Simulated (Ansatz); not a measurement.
Input of the run:

```
crystal:
  lattice:
    - [5.577327, 0.0, 0.0]
    - [0.0, 5.577327, 0.0]
    - [0.0, 0.0, 5.577327]
  atoms:
    - { symbol: Cs, position: [0.0, 0.0, 0.0] }
    - { symbol: Pb, position: [0.5, 0.5, 0.5] }
    - { symbol: Cl, position: [0.5, 0.5, 0.0] }
    - { symbol: Cl, position: [0.0, 0.5, 0.5] }
    - { symbol: Cl, position: [0.5, 0.0, 0.5] }
  symmetry: { tolerance: 0.0003 }
kpoints:
  mp_grid: { grid: [5, 5, 5], shift: [0, 0, 0] }
  band_path:
    path:
      - [0.0, 0.0, 0.0]
      - [0.0, 0.5, 0.0]
      - [0.5, 0.5, 0.0]
      - [0.0, 0.0, 0.0]
      - [0.5, 0.5, 0.5]
      - [0.0, 0.5, 0.0]
      - [0.5, 0.5, 0.5]
      - [0.5, 0.5, 0.0]
    npoints: 8
magnetization:
  spin_polarized: false
scf:
  occupations: { method: fermi_dirac }
  lower_state_search: "off"
  max_iter: 200
hamiltonian:
  pseudopotentials: { kind: paw }
  xc: pbesol
basis:
  ecutwfc: 420
  fft_grid_basis: typed
output:
  forces: true
  stress: true
  eigenvalues: true
  bader: true
  populations: true
  elf: true
  write_potential: true
  volumetric_format: npy
  dos:
    e_range: [-12, 8]
    de: 0.05
    projected: { site_lists: { Cl: [Cl], Cs: [Cs], Pb: [Pb] } }
checkpoint:
  read: saved_state
```

What does the calculation give for the electronic structure? The path is Γ–X–M–Γ–R–X–R–M.

A semiconductor. The gap along this path is 1.73 eV and direct: both edges lie at R. The top valence level at R is a single band, not degenerate (spin aside). The top valence band spans 2.7 eV and the lowest conduction band 2.2 eV. The direct gaps are 3.21 eV at M, 1.73 eV at R and 4.64 eV at X.

Spin-orbit coupling is left out, which matters for Pb.

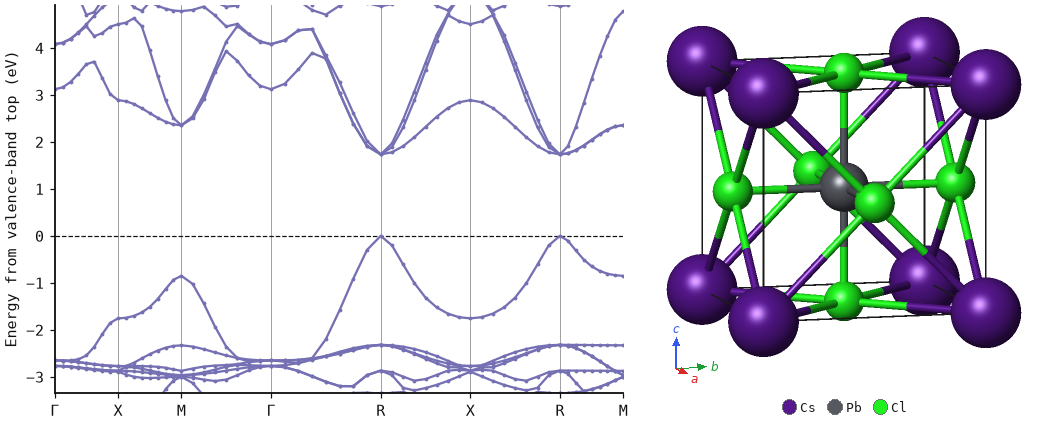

Band structure, beside the structure. Energies are counted from the top of the valence band. The path runs straight from each named point to the next.
